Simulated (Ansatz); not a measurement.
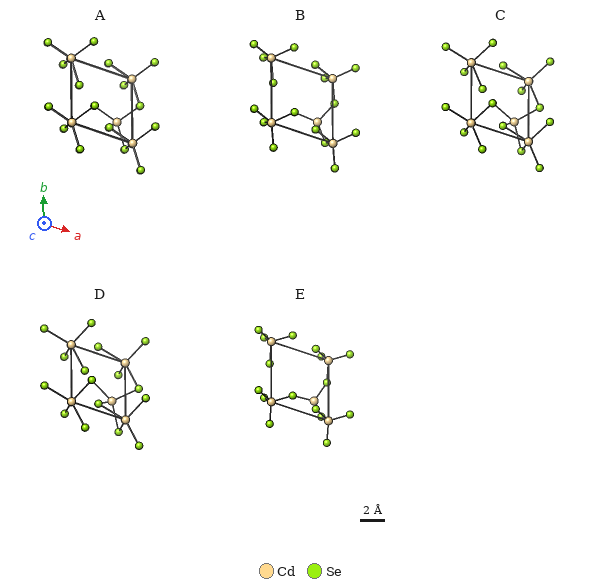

5 geometries from one relaxation of solid CdSe2 (built on the SiO2-122 type type), in shuffled order. The picture is a ball-and-stick view of the cell of the calculation, seen along the c axis.

These are results of Ansatz 0.2.0, DFT, PBEsol, plane waves, PAW, not measurements. Set-up: plane-wave cutoff 420 eV; k-point mesh 6 × 6 × 6; occupations fermi dirac; smearing width 0.03 eV; no spin polarisation; cell and atoms relaxed; force threshold 0.01 eV/Å; at most 120 steps.

Put them in the order of the run, from the start to the converged end.

E, B, A, C, D. They are steps 0, 2, 5, 7, 15, at +5488 meV per atom, +1394 meV per atom, +386 meV per atom, +128 meV per atom relative to the last. The largest moves relative to the cell, 1.56 Å, are those of Se atoms. Cd stays in place. Cell: a = b = c 6.056 → 5.715 Å (−5.6 %), α 121.4° → 121.0°, β 121.4° → 121.0°, γ 87.6° → 88.2°. Volume −15.4 %. Among the contacts that change: Se–Se 5.623 → 3.149 Å, Se–Se 3.177 → 5.064 Å, Se–Se 4.538 → 3.028 Å, Se–Se 3.135 → 4.127 Å. Bond angles that change, for instance: Cd–Se–Cd 145.4° → 79.2°, Se–Cd–Se 110.9° → 135.9°, Se–Cd–Se 108.7° → 98.1°. The space group stays I-42d (No. 122). After 12 accepted moves (15 points after the start) the energy has fallen by 5488 meV per atom. The largest force component goes from 12 to 0.00055 eV/Å. The pressure goes from 101.84 to 0.00 GPa. The line search rejected the trial step at point 10 of the run. The SCF was repeated twice at an unchanged geometry on a basis and grid sized afresh for the cell, which shifted the energy by 0.6 meV per atom at most. Cost: 5.1 min on 2 threads of Intel(R) Xeon(R) Processor @ 2.50GHz (Skylake/Cascade Lake) (shared host), peak memory 0.6 GiB.
